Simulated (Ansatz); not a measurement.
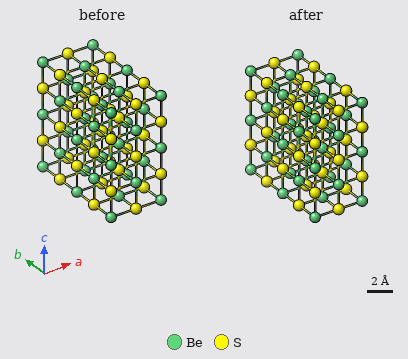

The structure of crystalline BeS (built on the LiH-225 type type) before (left) and after (right) a relaxation, at one scale.

The picture is a ball-and-stick view of the conventional cell (4 times the calculation's cell), repeated 1 × 2 × 2 with one cell outlined, seen from a free direction. Lengths and directions refer to the drawn axes.

Method: DFT, PBEsol, plane waves, PAW in Ansatz 0.2.0. Settings: plane-wave cutoff 420 eV; k-point mesh 8 × 8 × 8; occupations fermi dirac; smearing width 0.03 eV; no spin polarisation; cell and atoms relaxed; force threshold 0.01 eV/Å; at most 120 steps.

Q: What changed between the two?

A: Over 3 accepted moves (4 points after the start) the energy falls by 122 meV per atom. All forces vanish by symmetry, so only the cell relaxes. Pressure: −14.37 GPa at the start and −0.04 GPa at the end. The SCF was repeated once at an unchanged geometry on a basis and grid sized afresh for the cell, which shifted the energy by 0.1 meV per atom at most. The atoms keep their places relative to the cell (all moves are under 0.005 Å). The drawn cell changes as follows: a = b = c 4.870 → 4.591 Å (−5.7 %); the volume changes by −16.2 %. Among the contacts that change: Be–S 2.435 → 2.296 Å. The space group stays Fm-3m (No. 225).
